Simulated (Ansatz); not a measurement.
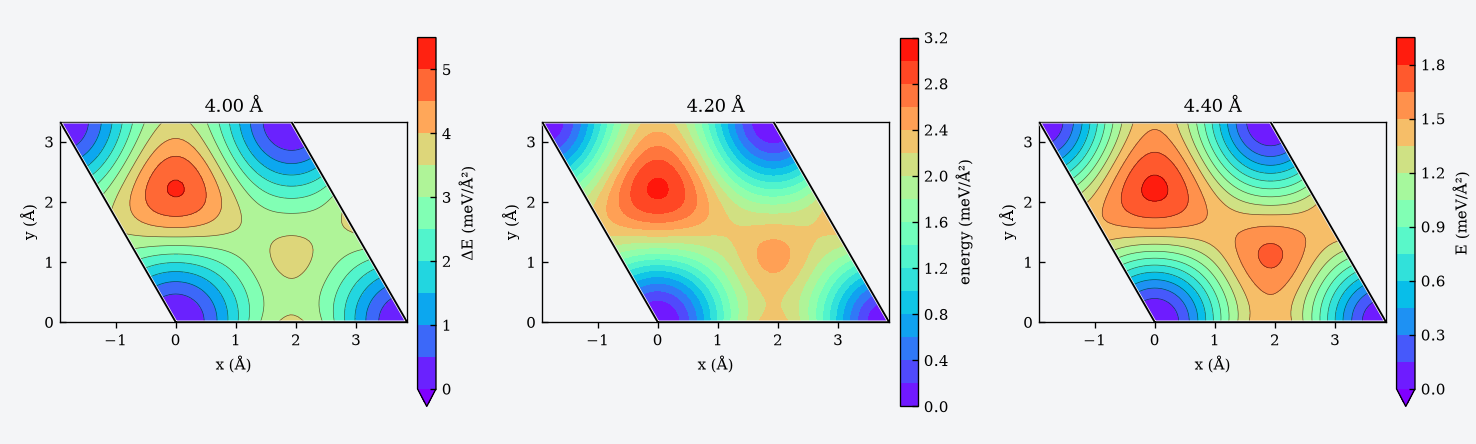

Three maps of one series, each from its own lowest grid point and on its own colour scale; the layer distance changes from map to map. A bilayer of two Si sheets of the honeycomb type (4 atoms in the cell). 
- The upper layer of a bilayer is slid over the lower one; relaxed at each slide: nothing; the origin of the map has Si4 above Si1.
- Places are given modulo a cell vector. The map is drawn in real space over the plane of the slide.
- Grid: 6 × 6 points.
- Energies: meV/Å², counted from the lowest grid point.
- At a held distance the lowest stacking need not be the one that binds best once the distance relaxes.
- Method: Ansatz, DFT PBE+D3(BJ), scalar-relativistic, plane waves, PAW. Settings: cutoff 420 eV, k-mesh 9×9×1, gaussian smearing 0.1 eV, no spin polarisation.

In the figure: filled contours, the outline of one cell of the plane. Between grid points the surface is interpolated.

The span runs from the lowest to the highest grid point; passes are read from the interpolated surfaces.

| layer distance | lowest grid point | span (meV/Å²) | easiest pass (meV/Å²) |
| --- | --- | --- | --- |
| 4.00 Å | Si above Si | 5.0 | 3.4 |
| 4.20 Å | Si above Si | 3.0 | 2.2 |
| 4.40 Å | Si above Si | 1.8 | 1.5 |

Q: One more map of the series was computed, for the layer distance 3.80 Å. What do you expect for it?

A: A straight line of ln(span) against the layer distance through the 3 maps has the slope −2.5 per Å (a decay length of 0.39 Å) and gives 8.38 meV/Å² at 3.80 Å. The computed span is 8.33 meV/Å², below the fit by 1 %. The lowest grid point is Si above Si, as for 4.00 Å, 4.20 Å and 4.40 Å. The easiest pass out of the lowest well is about 5.1 meV/Å².

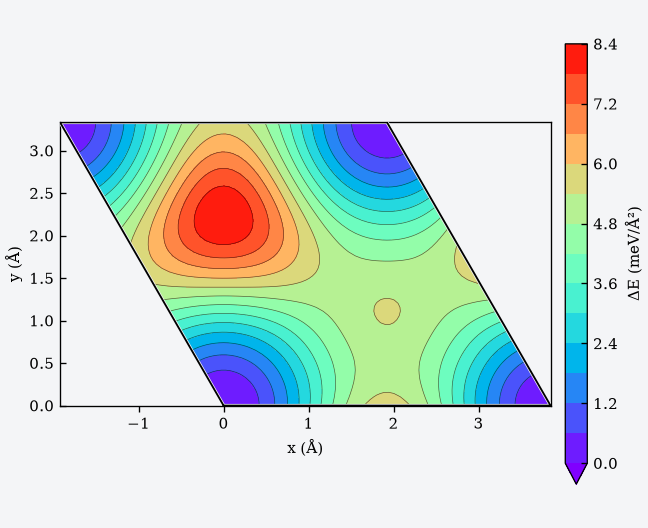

The map for 3.80 Å.

PAW datasets: the set soft_1.
